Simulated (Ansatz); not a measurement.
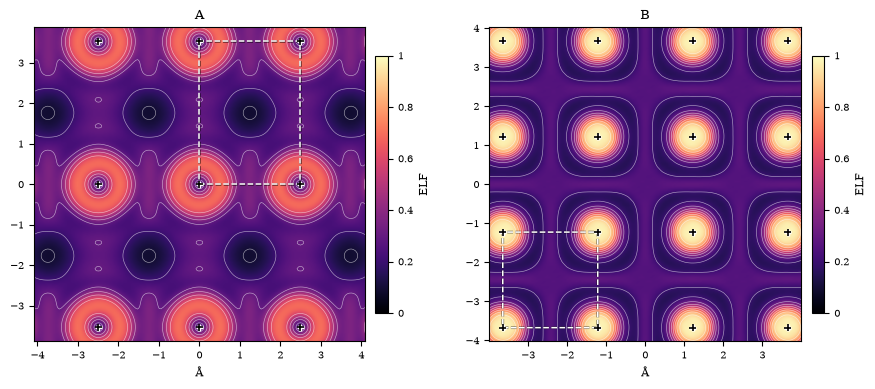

The electron localisation function of 2 systems, each on a plane through atoms (crosses mark nuclei in the plane).

All numbers below come from DFT, revPBE, plane waves (420 eV) with PAW, scalar-relativistic (Ansatz 0.2.0).

System 1: Os, the (101) plane of the conventional cell. Space group Pm-3m; set up as Os, simple cubic; a generated structure, not necessarily the stable one; changed on purpose from its base cell (volume × 0.92); computed pressure about 27 GPa in this cell; computed without spin polarisation.

```
Os
1.0
     2.49489    0.00000    0.00000
     0.00000    2.49489    0.00000
     0.00000    0.00000    2.49489
Os
1
Direct
  0.00000 0.00000 0.00000
```

System 2: Co, the (010) plane of the conventional cell. Space group Cmcm; set up as Co, beta-Sn type; a generated structure, not necessarily the stable one; computed without spin polarisation.

Match each panel to its system.

Answer. Panel A is system 1, Os: the plane holds Os. Os–Os (2.49 Å): the ELF is about 0.35 at the midpoint. Panel B is system 2, Co: the plane holds Co. Co–Co (2.43 Å): the ELF is about 0.25 at the midpoint; no shared electron pair shows on this line.
